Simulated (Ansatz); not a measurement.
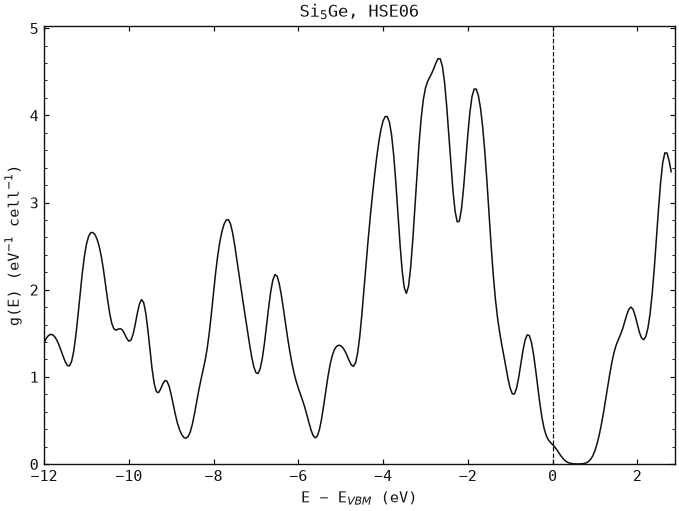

Density of states. Energies are counted from the top of the valence band. The curve is built from the levels of the k mesh with Gaussians 0.4 eV wide, which also blur the band edges.

System: Si5Ge, space group P3m1 (No. 156), 6 atoms in the cell; a = 3.87 Å, b = 3.87 Å, c = 9.48 Å, α = 90.00°, β = 90.00°, γ = 120.00°.

Computed with Ansatz: DFT, HSE06, plane waves, PAW, no spin polarisation, 6×6×2 k mesh.

Question: Metal or insulator, going by the density of states?

Answer: There is a gap; over the k points computed it is 1.21 eV (indirect; the smallest direct gap is 2.17 eV).
